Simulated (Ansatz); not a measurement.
**NbC: density, localisation and related maps**

Input

```
crystal:
  lattice:
    - [-0.022, 2.189, 2.189]
    - [2.189, -0.022, 2.189]
    - [2.189, 2.189, -0.022]
  atoms:
    - { symbol: Nb, position: [0.0, 0.0, 0.0] }
    - { symbol: C, position: [0.5, 0.5, 0.5] }
kpoints:
  mp_grid: { grid: [14, 14, 14] }
scf:
  occupations: { method: fermi_dirac, width: 0.08 }
hamiltonian:
  xc: pbe
  pseudopotentials: { kind: paw }
output:
  forces: true
  stress: true
  eigenvalues: true
  efg: { contact_densities: true }
  write_density: true
  write_potential: true
  elf: true
  volumetric_format: npy
```

Command:

```sh
ansatz run input.yaml --threads 1 --pin off --max-ram 3072MiB --backend cpu --events-out ev --progress --plain --runs-dir out
```

Below, planes, directions and counts refer to the conventional cell (a = 3.13 Å, b = 3.13 Å, c = 7.54 Å, α = 90.00°, β = 90.00°, γ = 120.00°).

Space group R-3m; changed on purpose from its base cell (equal xy, yz and zx shear strains of -1 %, PAW files); computed pressure about 20 GPa in this cell; computed without spin polarisation.

Level of theory: Ansatz 0.2.0, DFT, PBE, PAW with Ansatz's default frozen-core files, scalar-relativistic.

The density is the valence pseudo-density of a PAW calculation; it isn't the true density close to the nuclei.

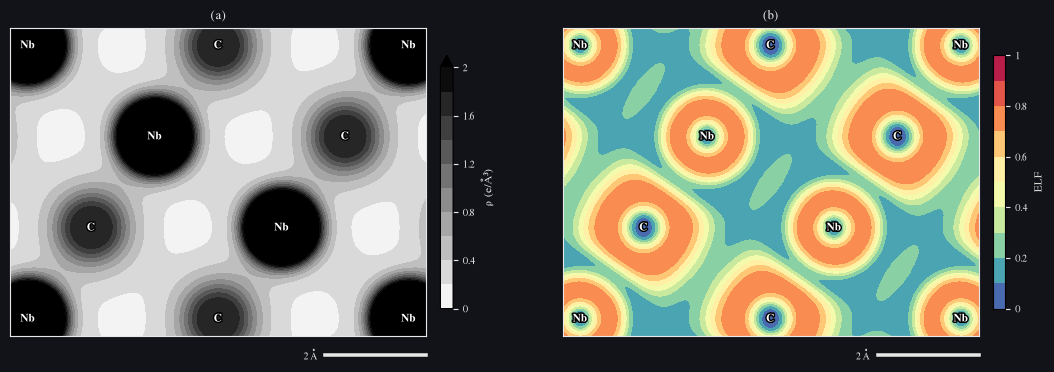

Figure 1. (a) valence electron density; (b) ELF on the (110) plane of the conventional cell.

Question: What do the fields say about this system?

Answer:
- The section cuts through Nb and C sites.
- Nb–C (2.20 Å): the density is about 0.6 e/Å³ at the midpoint; the ELF peaks at about 0.75 in the valence shell of C, 0.7 Å from its nucleus, and is about 0.25 at the midpoint.
- Between the atoms the lowest density in this plane is 0.15 e/Å³.
- The features right at Nb lie inside the PAW spheres, where the map follows smoothed inner orbitals and isn't to be read closely.

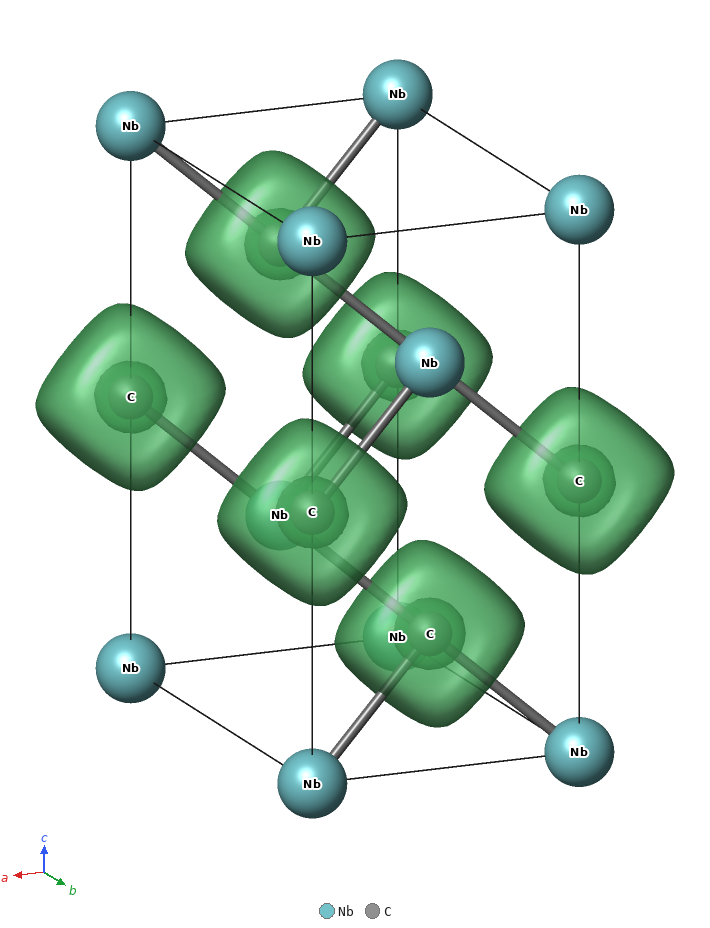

Figure 2. Isosurface of the electron localisation function at 0.55 (green), seen at an oblique angle. Only the valence region is drawn (cores and ρ < 0.01 e/Å³ removed). Sticks mark near contacts.

Question: Identify the bonds, lone pairs and shells in this picture.

Answer: The ELF exceeds this value in three regions wrapped around C (the valence shell of each), counted in one cell of 6 atoms. Any copies at cell faces, edges or corners count once.

Question: Does the calculation give a band gap?

Answer: It is metallic or semimetallic at this level of theory: no gap opens.
